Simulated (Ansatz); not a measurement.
System: KZnF3.

The calculation's input:

```
crystal:
  lattice:
    - [4.05, 0.0151875, 0.0]
    - [0.0151875, 4.05, 0.0]
    - [0.0, 0.0, 4.05]
  atoms:
    - { symbol: K, position: [0.0, 0.0, 0.0] }
    - { symbol: Zn, position: [0.5, 0.5, 0.5] }
    - { symbol: F, position: [0.5, 0.5, 0.0] }
    - { symbol: F, position: [0.0, 0.5, 0.5] }
    - { symbol: F, position: [0.5, 0.0, 0.5] }
basis:
  ecutwfc: 500
kpoints:
  mp_grid: { grid: [6, 6, 6] }
hamiltonian:
  xc: r2scan
scf:
  occupations: { method: gaussian, width: 0.05 }
output:
  forces: true
  stress: true
  eigenvalues: true
  write_density: true
  write_potential: true
  elf: true
  volumetric_format: npy
```

Command:

```sh
ansatz run input.yaml --threads 1 --pin off --max-ram 2560MiB --backend cpu --events-out ev --progress --plain --runs-dir out
```

Below, planes, directions and counts refer to the conventional cell (a = 5.71 Å, b = 5.75 Å, c = 4.05 Å, α = 90.00°, β = 90.00°, γ = 90.00°).

Space group Cmmm; changed on purpose from its base cell (strain +0.0075 x Voigt [0, 0, 0, 0, 0, 1], atoms carried along).

The calculation used DFT r2SCAN, scalar-relativistic, plane waves, PAW (Ansatz).

Predict the valence pseudo-density and electron localisation function between the atoms.

Zn–F (2.03 Å): the density is about 0.43 e/Å³ at the midpoint; the ELF peaks at about 0.80 in the valence shell of F, 0.6 Å from its nucleus, and is about 0.10 at the midpoint; no localised pair shows between them.
K–F (2.85 Å): ρ at the midpoint is about 0.07 e/Å³; the ELF is about 0 at the midpoint: a closed-shell, largely ionic contact.

Does the calculation give a band gap?

It is gapped, with a Kohn–Sham gap of 4.6 eV on the k-point mesh (the band edges may lie off the mesh, which would make the gap smaller).

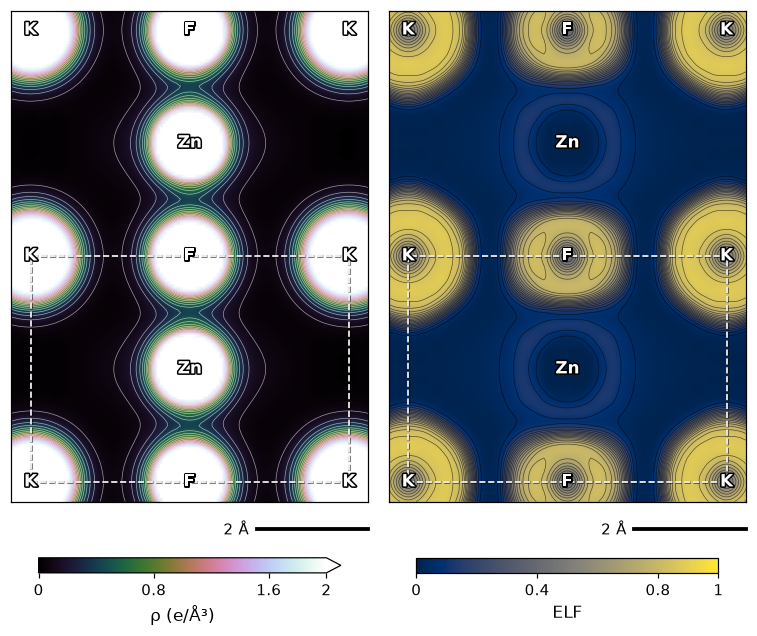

Computed valence pseudo-density and electron localisation function on the (010) plane of the conventional cell, in this order. 

The density is the valence pseudo-density of a PAW calculation; it isn't the true density close to the nuclei.
